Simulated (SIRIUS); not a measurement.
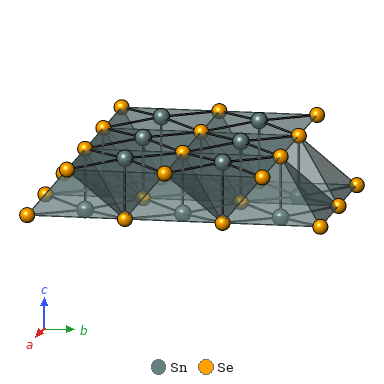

System: SnSe, space group P4/nmm (No. 129). The picture shows the slab (repeated in the plane, vacuum cut away).

Starting cell:
```
Sn Se
1.0
     4.28533    0.00000    0.00000
     0.00000    4.28533    0.00000
     0.00000    0.00000   10.99069
Sn Se
2 2
Direct
  0.00000 0.50000 0.62777
  0.50000 0.00000 0.37223
  0.00000 0.50000 0.38396
  0.50000 0.00000 0.61604
```

How it was computed, with SIRIUS 7.12.0: all-electron LAPW DFT, no spin polarisation; energies at scaled volumes of the given cell, shape and fractions fixed, counted from the fit's minimum, third-order Birch-Murnaghan fit. Level: PBEsol.

- k mesh: 6×6×3
- occupations: Fermi–Dirac
- smearing width: 0.05 eV
- potentials: all electron FP LAPW
- program settings: basis apw+lo standard, gk cutoff 3.56 1/bohr, pw cutoff 20 1/bohr

What does the calculation give for the energy against volume? The volume takes the values 47.43, 48.44, 49.45, 50.46, 51.47, 52.48, 53.49 Å³/atom.

A third-order Birch–Murnaghan fit gives V0 = 49.17 Å³/atom, B0 = 28.7 GPa and B′ = 4.6. The energy is 5.88 meV/atom at volume 47.43 Å³/atom and 29.05 meV/atom at 53.49 Å³/atom; the lowest computed point is at volume 49.45 Å³/atom (0.14 meV/atom), in a single well.

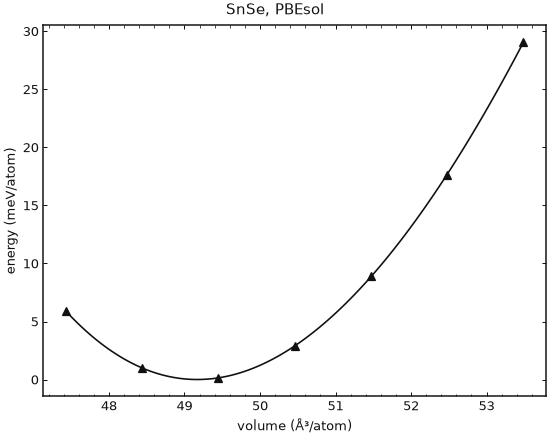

Note: shape and atomic fractions are frozen while scaling, which makes layered, chain and framework solids too stiff.
